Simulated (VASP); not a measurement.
```cif
data_structure
_symmetry_space_group_name_H-M 'P 1'
_symmetry_Int_Tables_number 1
_cell_length_a 3.7354
_cell_length_b 3.7354
_cell_length_c 3.7354
_cell_angle_alpha 90.000
_cell_angle_beta 90.000
_cell_angle_gamma 90.000
_cell_volume 52.12
loop_
_atom_site_label
_atom_site_type_symbol
_atom_site_fract_x
_atom_site_fract_y
_atom_site_fract_z
_atom_site_occupancy
K1 K 0.00000 0.00000 0.00000 1
Cl1 Cl 0.50000 0.50000 0.50000 1
```

Space group Pm-3m; a generated structure, not necessarily the stable one; changed on purpose from its base cell (volume × 1.000 of the coarse rest volume).

All numbers below come from Kohn-Sham DFT of a periodic cell, PBEsol, VASP PAW PBE potentials, recommended in VASP 6.6.1.

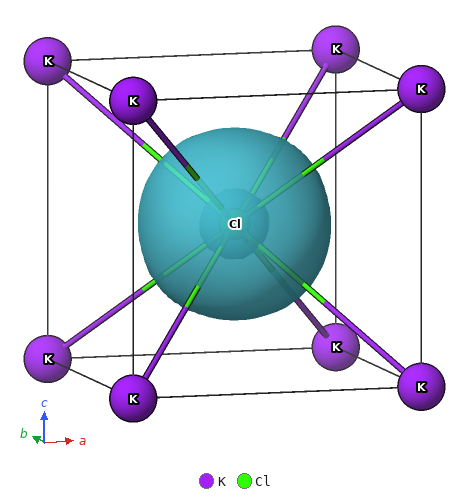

KCl. Isosurface of the electron localisation function at 0.75 (cyan), seen slightly off an axis. Only the valence region is drawn (cores and ρ < 0.01 e/Å³ removed). Sticks mark near contacts.

Core electrons are frozen (PAW), and the valence fields are smoothed inside the atomic spheres.

> What do the ELF domains correspond to?

The ELF exceeds this value in one region wrapped around Cl (its valence shell), counted in one cell of 2 atoms. Any copies at cell faces, edges or corners count once.

Values along the shortest contacts:
K–Cl (3.23 Å): the ELF is about 0.05 at the midpoint: an ionic contact with no shared pair.
